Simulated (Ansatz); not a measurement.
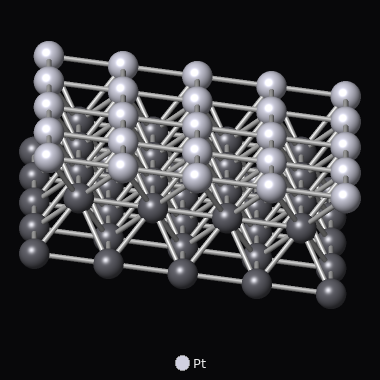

The system is H on a Pt(100) slab cut from the Fm-3m phase, its upper half relaxed before the scan (12 atoms of substrate and one adsorbate in a 2 × 2 cell); the picture shows it without the atoms that are moved over the map. H is moved over the surface cell; relaxed at each place: the height of the adsorbate's atoms; substrate rigid; the origin of the map has the adsorbate above Pt9. Places are given modulo a cell vector. The map is drawn in real space over the plane of the surface. The grid has 6 × 6 points; 10 points were computed and 26 follow by symmetry. Places are given in fractions of the 1 × 1 surface cell. Energies: meV, counted from the lowest grid point. Computed with DFT PBE, scalar-relativistic, plane waves, PAW in Ansatz. Settings: cutoff 420 eV, k-mesh 5×5×1, gaussian smearing 0.1 eV, no spin polarisation.

Range: position of H13 along the first surface vector from 0.000 to 0.833; position of H13 along the second surface vector from 0.000 to 0.833.

### What landscape does the calculation give?

The lowest grid point is at a bridge site between two Pt atoms, (0/6, 3/6) of the cell vectors; the map holds 2 wells of about this depth. The highest grid point, a fourfold hollow over a second-layer Pt atom, (3/6, 3/6) of the cell vectors, lies 372 meV above the lowest. On the interpolated surface the easiest way out of the lowest well to a well of about the same depth near a bridge site between two Pt atoms, (3/6, 0/6) of the cell vectors passes a barrier of about 185 meV. At the lowest point the adsorbate has 2 Pt at 1.76 Å as nearest neighbours, at the highest 4 Pt at 2.08 Å. Its relaxed height above the top atom is 1.06 Å at the lowest and 0.61 Å at the highest point.

```
second ↓, first →  0/6  1/6  2/6  3/6  4/6  5/6
              5/6  185  196  180   63  180  196
              4/6  148  180  236  235  236  180
              3/6    0   63  235  372  235   63
              2/6  148  180  236  235  236  180
              1/6  185  196  180   63  180  196
              0/6  180  185  148    0  148  185
```

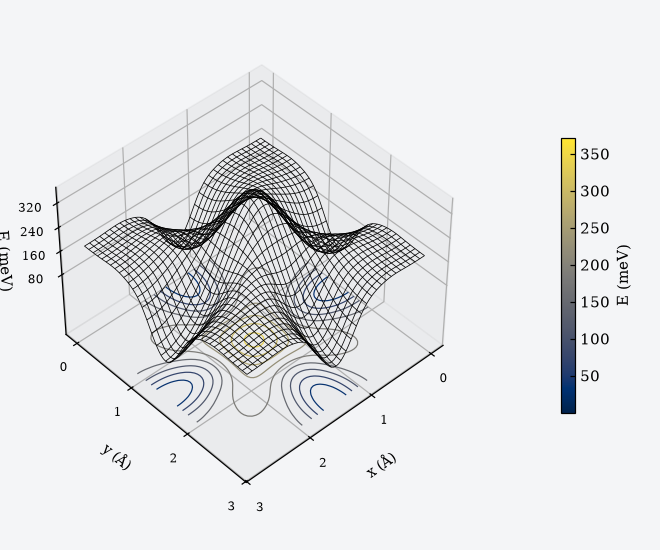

In the figure: a relief with its contours projected below, any walls above the top of the colour scale cut off. Between grid points the surface is interpolated.

Time for the 10 points that were run: 10 min on 4 threads of Intel(R) Xeon(R) Platinum 8488C (Sapphire Rapids), on a shared host.

PAW datasets: the set soft_1.
